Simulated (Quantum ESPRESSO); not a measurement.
**ZnSe (Stilleite): a worked LO-TO splitting**

Aim: work out the LO frequency and the static dielectric constant of ZnSe (Stilleite) from one linear-response run, then check them.

Calculated with Quantum ESPRESSO 7.5; DFT LDA, scalar-relativistic, plane waves, JTH PAW pseudopotentials.

## (1) Set-up

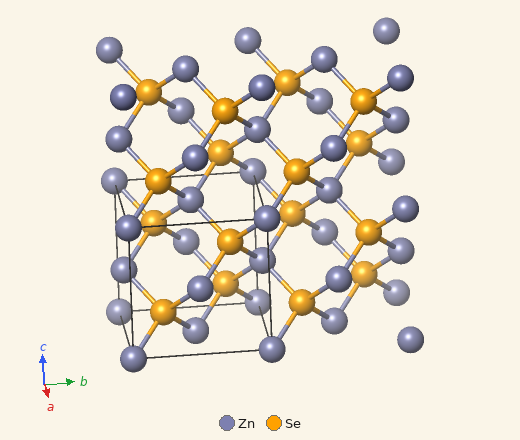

The cell as given, slightly off an axis (zinc blue, selenium orange). 1×2×2 cells are drawn. This picture shows the conventional cell, with its axes. Bonds to atoms that aren't drawn are left out. Some periodic images of atoms are drawn too.

Structure file:

```xyz
2
Lattice="0.0000 2.7835 2.7835 2.7835 0.0000 2.7835 2.7835 2.7835 0.0000" Properties=species:S:1:pos:R:3 pbc="T T T"
Zn    0.0000    0.0000    0.0000
Se    1.3918    1.3918    1.3918
```

This is the cell after its relaxation at this level of theory, not the database cell from which that began.

## (2) What the response run gave

A linear-response run on the relaxed cell, with the response to an electric field; only its zone-centre results are used. Cutoff 50 Ry, k mesh 8×8×8.

Log:

```text
[banners, grids, parts of the stress and lines that vanish by symmetry left out]
Program PHONON v.7.5
     Reading xml data from directory:

[...]
Exchange-correlation= PW
                           (   1   4   0   0   0   0   0)
[...]
kinetic-energy cut-off    =      50.0000  Ry
     charge density cut-off    =     250.0000  Ry
     convergence threshold     =      1.0E-18
[...]
Exchange-correlation= PW
                           (   1   4   0   0   0   0   0)
[...]
q = (   0.0000000   0.0000000   0.0000000 )
     25 Sym.Ops. (with q -> -q+G )
     G cutoff =  350.4243  (  19579 G-vectors)     FFT grid: ( 40, 40, 40)
     G cutoff =  280.3394  (  13851 G-vectors)  smooth grid: ( 36, 36, 36)
     number of k points=    29
[...]
Mode symmetry, T_d (-43m)  point group:
[...]
Dielectric constant
[...]
End of electric fields calculation
          Dielectric constant in cartesian axis
          (       8.147399439       0.000000000      -0.000000000 )
          (       0.000000000       8.147399439       0.000000000 )
          (       0.000000000       0.000000000       8.147399439 )
          Effective charges (d Force / dE) in cartesian axis without acoustic sum rule applied (asr)
           atom    1  Zn    Mean Z*:        1.98760
      Ex  (        1.98760        0.00000       -0.00000 )
      Ey  (        0.00000        1.98760        0.00000 )
      Ez  (       -0.00000       -0.00000        1.98760 )
           atom    2  Se    Mean Z*:       -2.03585
      Ex  (       -2.03585       -0.00000       -0.00000 )
      Ey  (       -0.00000       -2.03585       -0.00000 )
      Ez  (       -0.00000       -0.00000       -2.03585 )
          Effective charges Sum: Mean:       -0.04826
[...]
Effective charges (d Force / dE) in cartesian axis with asr applied:
           atom    1  Zn    Mean Z*:        2.01172
[...]
atom    2  Se    Mean Z*:       -2.01172
[...]
Representation #   1 modes #   1   2   3
[...]
End of self-consistent calculation
     Convergence has been achieved
     Representation #   2 modes #   4   5   6
[...]
End of self-consistent calculation
     Convergence has been achieved
[...]
Dielectric constant in cartesian axis
          (       8.147399439       0.000000000      -0.000000000 )
          (       0.000000000       8.147399439       0.000000000 )
          (       0.000000000       0.000000000       8.147399439 )
          Effective charges (d Force / dE) in cartesian axis without acoustic sum rule applied (asr)
           atom    1  Zn    Mean Z*:        1.98760
      Ex  (        1.98760        0.00000       -0.00000 )
      Ey  (        0.00000        1.98760        0.00000 )
      Ez  (       -0.00000       -0.00000        1.98760 )
           atom    2  Se    Mean Z*:       -2.03585
      Ex  (       -2.03585       -0.00000       -0.00000 )
      Ey  (       -0.00000       -2.03585       -0.00000 )
      Ez  (       -0.00000       -0.00000       -2.03585 )
          Effective charges Sum: Mean:       -0.04826
[...]
Effective charges (d Force / dE) in cartesian axis with asr applied:
           atom    1  Zn    Mean Z*:        2.01172
[...]
atom    2  Se    Mean Z*:       -2.01172
[...]
q = (    0.000000000   0.000000000   0.000000000 )
[...]
freq (    1) =       0.054689 [THz] =       1.824235 [cm-1]
     freq (    2) =       0.054689 [THz] =       1.824235 [cm-1]
     freq (    3) =       0.054689 [THz] =       1.824235 [cm-1]
     freq (    4) =       6.565242 [THz] =     218.992906 [cm-1]
     freq (    5) =       6.565242 [THz] =     218.992906 [cm-1]
     freq (    6) =       6.565242 [THz] =     218.992906 [cm-1]
[...]
Mode symmetry, T_d (-43m)  point group:
     freq (   1-   3) =          1.8  [cm-1]   --> T_2  G_15 P_4   I+R
     freq (   4-   6) =        219.0  [cm-1]   --> T_2  G_15 P_4   I+R

   JOB DONE.
```

```csv
quantity,value
cell volume Ω (Å³),43.133
mass of Zn (u),65.380
mass of Se (u),78.971
"Born charge of Zn, raw (e)",1.988
"Born charge of Se, raw (e)",-2.036
ε∞,8.147
ω(TO) after the sum rule (cm⁻¹),219.0
```

## (3) The calculation

The charges must sum to zero over the cell; taking off their mean, -0.024 e, leaves Z* = 2.012 e on Zn. In the polar mode Zn moves against Se, so the reduced mass is μ = 65.38 × 78.97 / 144.35 = 35.768 u.

A longitudinal wave builds up a field that adds to the restoring force: ω(LO)² = ω(TO)² + 4π Z*² / (μ Ω ε∞), in Hartree atomic units. With μ = 65201 electron masses and Ω = 291.08 bohr³ the second term is 3.2890e-07 Ha², or 15843 cm⁻² (1 Ha = 219474.6 cm⁻¹).

So ω(LO) = √(47952 + 15843) = 252.6 cm⁻¹, and by the Lyddane-Sachs-Teller relation ε₀ = ε∞ (ω(LO)/ω(TO))² = 10.84.

## (4) Check against the program

The analysis program adds the same non-analytic term to the full matrix, here for q along (1 0 0).

Log:

```text
[banner, memory and clock lines left out]
Program DYNMAT v.7.5

     Reading Dynamical Matrix from file g.dyn
     ...Force constants read
     ...epsilon and Z* read

     Polarizability (A^3 units)
     multiply by 0.295642 for Clausius-Mossotti correction
        24.532819    0.000000    0.000000
         0.000000   24.532819    0.000000
        -0.000000    0.000000   24.532819

     IR activities are in (D/A)^2/amu units

# mode   [cm-1]    [THz]      IR
    1     -0.00   -0.0000    0.0000
    2      0.00    0.0000    0.0000
    3      0.00    0.0000    0.0000
    4    218.98    6.5650    2.6104
    5    218.98    6.5650    2.6104
    6    252.58    7.5722    2.6104
```

ε₀ comes from the program's run without a direction of q.

```csv
quantity,by hand,program
ω(LO) (cm⁻¹),252.6,252.6
ε₀,10.84,10.84
```

## (5) Outcome

* TO mode: 219.0 cm⁻¹
* LO mode: 252.6 cm⁻¹
* static dielectric constant: 10.84

What this shows: The LO mode of ZnSe (Stilleite) lies at 253 cm⁻¹, 34 cm⁻¹ above the TO mode; the formula meets the program within 0.1 cm⁻¹, as it must for a cubic crystal with one polar mode. ω(LO)² − ω(TO)² goes with Z*²/ε∞: an error of 5 % in ε∞ would move the LO mode by 1.5 cm⁻¹, and semilocal functionals tend to overestimate ε∞. The raw charges miss their sum by 0.048 e, a sign that the k mesh is short for the field response, so ε∞ may be some per cent too high. These are harmonic values at zero temperature, at the volume of this functional, for the structure held cubic; stability elsewhere in the zone is no part of this calculation.

[Host names and launcher messages were left out of these logs when they were recorded.]

[Logs are printed without paths, hosts, clocks, repeated set-up lines and the standing remarks that a program may print on its own settings, such as how far it seeks lower states.]

[Hosts, paths, dates, database ids (printed as entryN), source tags and the programs' standing remarks are cut or masked in the printed files.]
